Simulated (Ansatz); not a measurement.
```
Sn O
1.0
     0.00000    0.00000    3.80668
     3.80930    0.00000    0.00000
     0.00000    4.93646    0.00000
Sn O
2 2
Direct
  0.00000 0.50000 0.23237
  0.50000 0.00000 0.76763
  0.50001 0.50000 0.99987
  0.00001 0.00000 0.00013
```

Space group P4/nmm; a structure from a database of computed crystals, not necessarily the ambient phase.

Method: Ansatz 0.2.0, DFT r2SCAN, scalar-relativistic, plane waves, PAW.

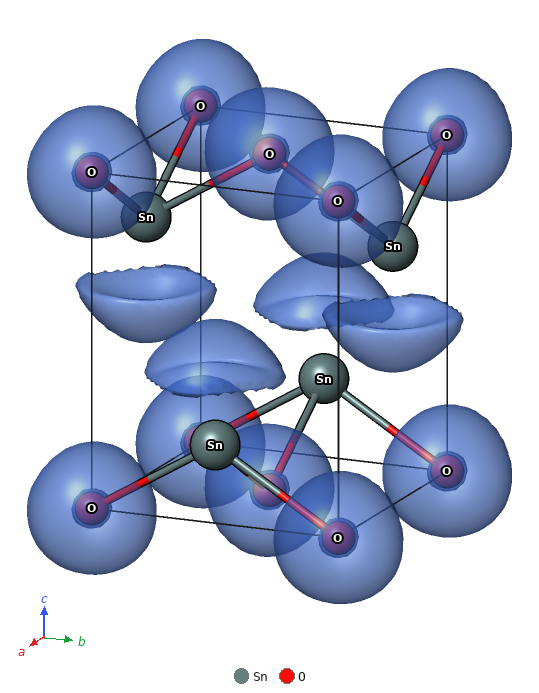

SnO. Isosurface of the electron localisation function at 0.6 (blue), seen at an oblique angle. Core shells and regions of very low density are left out. Sticks mark near contacts.

Q: Where are the electrons localised?

A: The surface consists of two lobes on Sn, pointing away from the bonds (lone pairs) and two regions wrapped around O (the valence shell of each), counted in one cell of 4 atoms. Regions shared between cells count once. Along the contacts the grid gives the following. Sn–O (2.22 Å): the ELF peaks at about 0.85 in the valence shell of O, 0.6 Å from its nucleus, and is about 0.20 at the midpoint: no localised pair shows between them.

Q: Metal or insulator at this level of theory?

A: It is gapped, with a Kohn–Sham gap of 0.36 eV on the k-point mesh (the band edges may lie off the mesh, which would make the gap smaller).
